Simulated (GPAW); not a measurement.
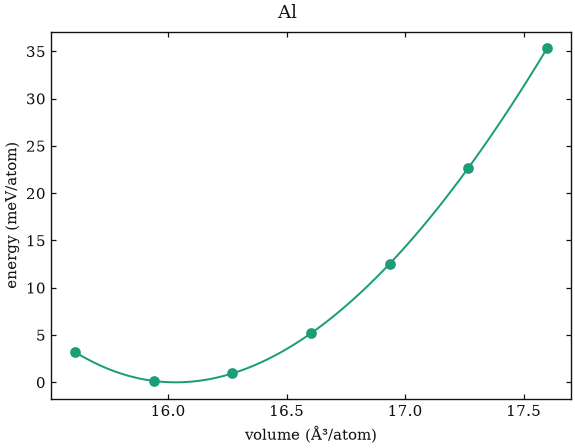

The picture above shows the energy against volume for Al, space group Fm-3m (No. 225).

Structure:
```
CELL_PARAMETERS angstrom
0.00000 2.02481 2.02481
2.02481 0.00000 2.02481
2.02481 2.02481 0.00000
ATOMIC_POSITIONS crystal
Al 0.00000 0.00000 0.00000
```

How it was computed, with GPAW 26.7.0: PAW DFT in plane waves, on a grid or in atomic orbitals, no spin polarisation; energies at scaled volumes of the given cell, shape and fractions fixed, counted from the fit's minimum, third-order Birch-Murnaghan fit. Level: rSCAN.

```
         setting                                 value
          k mesh                              11×11×11
     occupations                           Fermi–Dirac
  smearing width                               0.05 eV
      potentials  GPAW PAW data sets (gpaw data 1.2.1)
     wave cutoff                                600 eV
program settings                              basis pw
```

This calculation gives: equilibrium volume 16.03 Å³/atom and bulk modulus 87.0 GPa.

Now the level changes from rSCAN with rSCAN to r2SCAN. How do these quantities change?

The equilibrium volume falls from 16.03 to 15.97 Å³/atom (−0.4 %) and the bulk modulus rises from 87.0 to 91.2 GPa (+4.8 %).

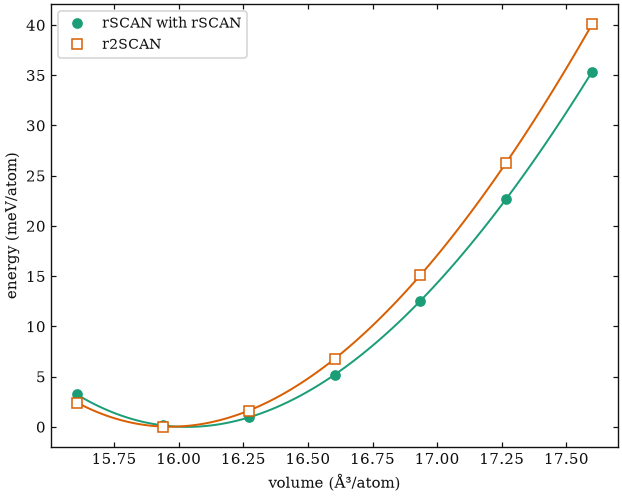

The two results together.

V0 and the bulk modulus come from third-order Birch–Murnaghan fits.
